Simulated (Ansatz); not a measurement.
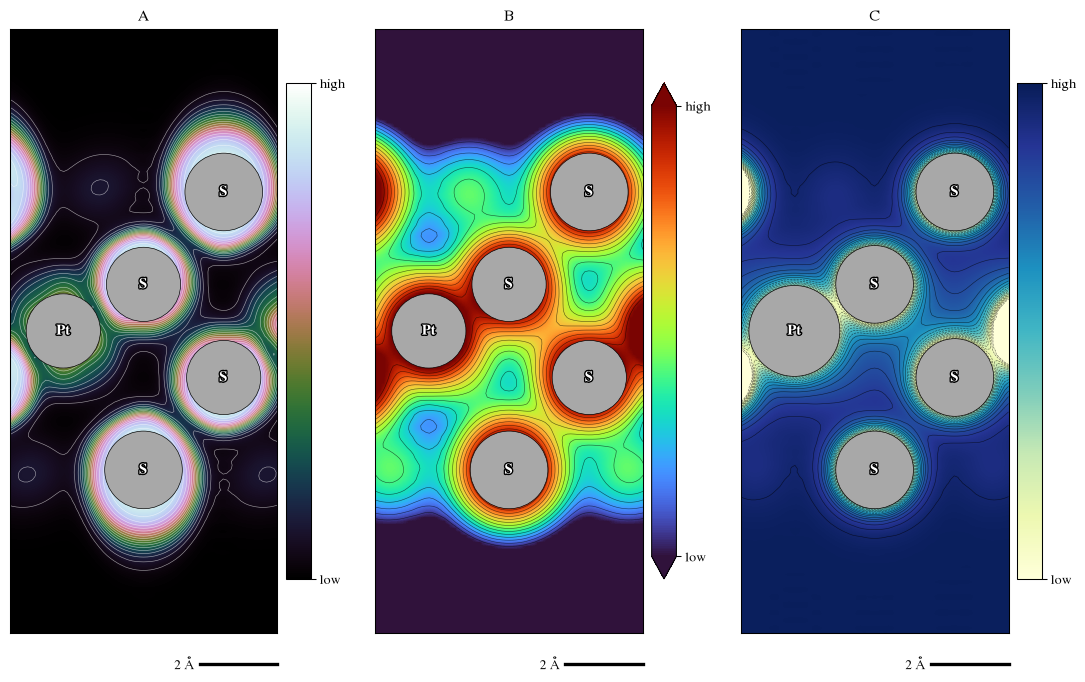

PtS$_{4}$ (slab): 3 fields on the (110) plane of the calculation cell, a cut from vacuum to vacuum, with unlabelled colour scales. Grey discs cover the atomic cores.

Not relaxed (largest force 0.8 eV/Å).

Theory: DFT PBEsol, scalar-relativistic, plane waves, PAW (Ansatz).

The panels show electron localisation function, electrostatic potential energy of an electron and valence pseudo-density in some order. Assign them.

Panel A: electron localisation function. Panel B: valence pseudo-density. Panel C: electrostatic potential energy of an electron (low next to the atoms, rising into the space between them). From the grid: Pt–S (2.38 Å): ρ is about 0.67 e/Å³ halfway; the ELF peaks at about 0.90 in the valence shell of S, 0.8 Å from its nucleus, and is about 0.45 at the midpoint.
